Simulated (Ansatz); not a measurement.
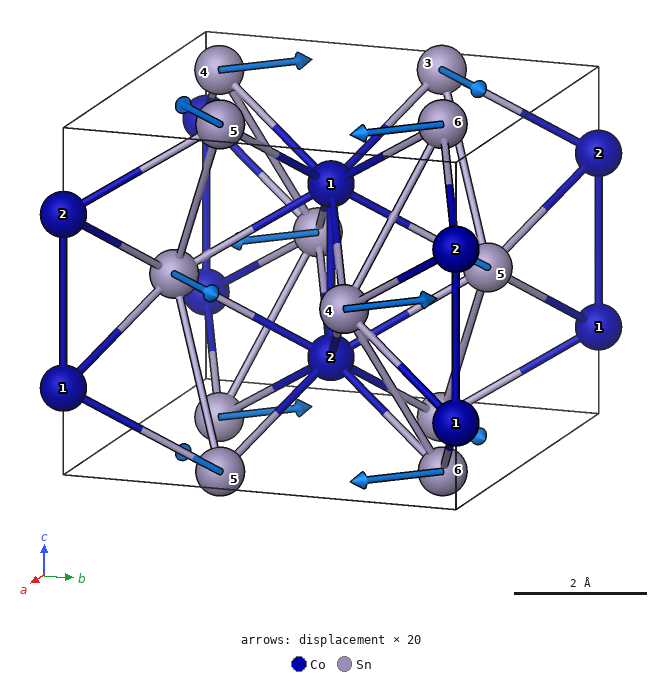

This is a relaxation of a crystal of CoSn2 (set up in I4/mcm). The starting structure is drawn; blue arrows show the displacements (the part carried along by the change of the cell is left out), magnified 20 times.

Style: ball-and-stick. Shown: the conventional cell (2 times the calculation's cell), slightly off an axis. Lengths and directions refer to the drawn axes.

Theory: Ansatz 0.2.0, DFT r2SCAN, scalar-relativistic, plane waves, PAW. Settings: plane-wave cutoff 500 eV; k-point mesh 8 × 8 × 8; occupations gaussian; smearing width 0.1 eV; collinear spin; cell and atoms relaxed; force threshold 0.005 eV/Å; at most 80 steps.

### What happened in the run?

The largest moves relative to the cell, 0.079 Å, are those of Sn3, Sn4, Sn5 and Sn6. Sn4 goes along [−1 1 0]. Co stays in place. The volume changes by −2.2 %, with a = b 6.365 → 6.313 Å (−0.8 %), c 5.457 → 5.425 Å (−0.6 %). Some distances before and after: Sn3–Sn5 2.844 → 2.979 Å, Sn3–Sn5 (another image) 3.192 → 3.092 Å, Co1–Sn3 2.759 → 2.715 Å, Co1–Co2 2.729 → 2.712 Å. The space group stays I4/mcm (No. 140). After 3 accepted moves (5 points after the start) the energy has fallen by 26.8 meV per atom. Largest force component: 0.66 eV/Å at the start, 0.00013 eV/Å at the end. The pressure goes from −2.44 to −0.01 GPa. The line search rejected the trial step at point 1 of the run. At 1 point the geometry stayed and the basis and grid were re-selected for the new cell (energy shift of 0.1 meV per atom at most each time). The program noted that the starting moments weren't kept. Cost: 21 min on 1 thread of Intel(R) Xeon(R) Processor @ 2.70GHz, on a shared host, peak memory 1.2 GiB.
